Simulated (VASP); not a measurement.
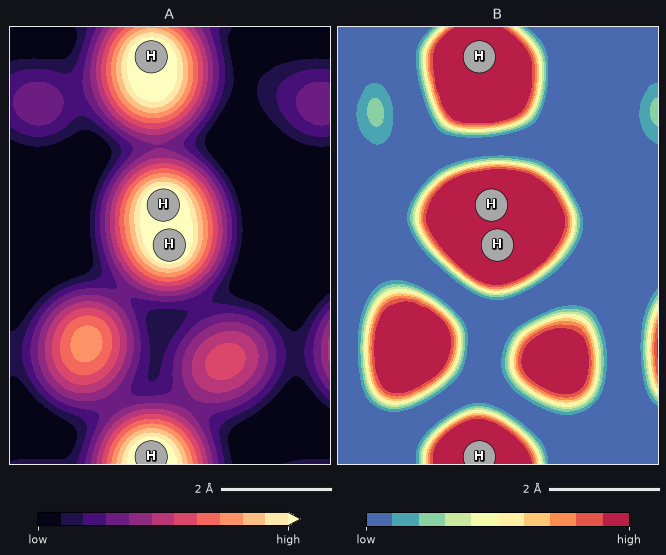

H (amorphous cell): 2 fields on the (101) plane of the calculation cell, with unlabelled colour scales. Grey discs cover the atomic cores.

All numbers below come from Kohn-Sham DFT of a periodic cell, PBE with D3(BJ), VASP PAW PBE potentials, recommended in VASP 6.6.1.

> The panels show electron localisation function and valence pseudo-density in some order. Assign them.

Panel A: valence pseudo-density. Panel B: electron localisation function. From the grid: H–H (0.75 Å): ρ at the midpoint is about 1.8 e/Å³; the ELF peaks at about 1 between the atoms.
